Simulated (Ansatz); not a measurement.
```
CELL_PARAMETERS angstrom
8.30247 2.87606 0.00000
-1.66049 -8.62818 0.00000
0.00000 0.00000 -15.04384
ATOMIC_POSITIONS crystal
W 0.33333 0.66667 0.23261
W 0.76328 0.81048 0.23164
W 0.47570 0.38008 0.23362
W 0.18952 0.95280 0.23164
W 0.90438 0.52430 0.23362
W 0.61992 0.09562 0.23362
W 0.04720 0.23672 0.23164
W 0.09562 0.47570 0.76638
W 0.52430 0.61992 0.76638
W 0.23672 0.18952 0.76836
W 0.95280 0.76328 0.76836
W 0.66667 0.33333 0.76739
W 0.38008 0.90438 0.76638
W 0.81048 0.04720 0.76836
Se 0.09437 0.47687 0.12126
Se 0.52313 0.61751 0.12126
Se 0.23632 0.18914 0.11934
Se 0.95282 0.76368 0.11934
Se 0.66667 0.33333 0.12180
Se 0.38249 0.90563 0.12126
Se 0.81086 0.04718 0.11934
Se 0.33333 0.66667 0.65496
Se 0.76316 0.81034 0.65589
Se 0.47534 0.37993 0.65605
Se 0.18966 0.95283 0.65589
Se 0.90459 0.52466 0.65605
Se 0.62007 0.09541 0.65605
Se 0.04717 0.23684 0.65589
Se 0.09541 0.47534 0.34395
Se 0.52466 0.62007 0.34395
Se 0.23684 0.18966 0.34411
Se 0.95283 0.76316 0.34411
Se 0.66667 0.33333 0.34504
Se 0.37993 0.90459 0.34395
Se 0.81034 0.04717 0.34411
Se 0.33333 0.66667 0.87820
Se 0.76368 0.81086 0.88066
Se 0.47687 0.38249 0.87874
Se 0.18914 0.95282 0.88066
Se 0.90563 0.52313 0.87874
Se 0.61751 0.09437 0.87874
Se 0.04718 0.23632 0.88066
H 0.00000 0.00000 0.00000
```

Method: DFT PBE, scalar-relativistic, plane waves, PAW (Ansatz 0.2.0).

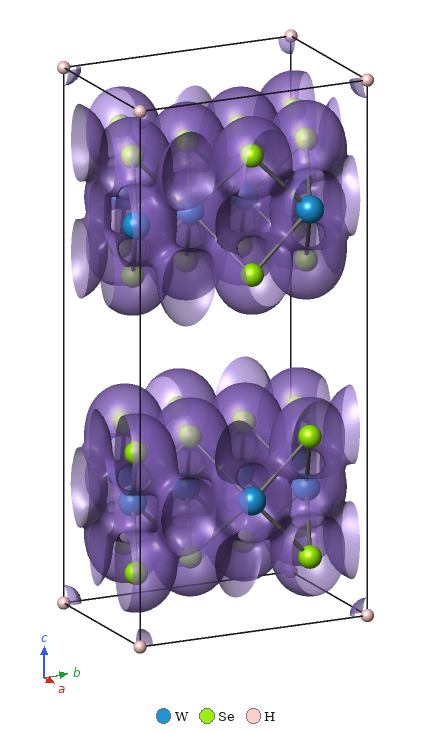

HW14Se28 (cell charge −1, with a compensating background) (cell with a defect). Isosurface of the valence pseudo-density at 0.4 e/Å³ (purple), seen slightly off an axis. Sticks mark near contacts.

Q: What does this surface tell about the bonding?

A: At this value the density is joined into sheets; it holds about 85 % of the electrons treated as valence (semicore included). It bridges the sampled W–Se (2.54 Å) and W–Se (2.58 Å) contacts, where the density stays above the isovalue. It is pinched off along the sampled Se–H (2.62 Å) contacts. On the grid the lowest density along these lines, outside the cores, is 0.55 e/Å³ (W–Se, 2.54 Å), 0.14 e/Å³ (Se–H, 2.62 Å) and 0.52 e/Å³ (W–Se, 2.58 Å).

Q: Does the calculation give a band gap?

A: It is gapped, with a Kohn–Sham gap of 0.95 eV on the k-point mesh (the band edges may lie off the mesh, which would make the gap smaller).
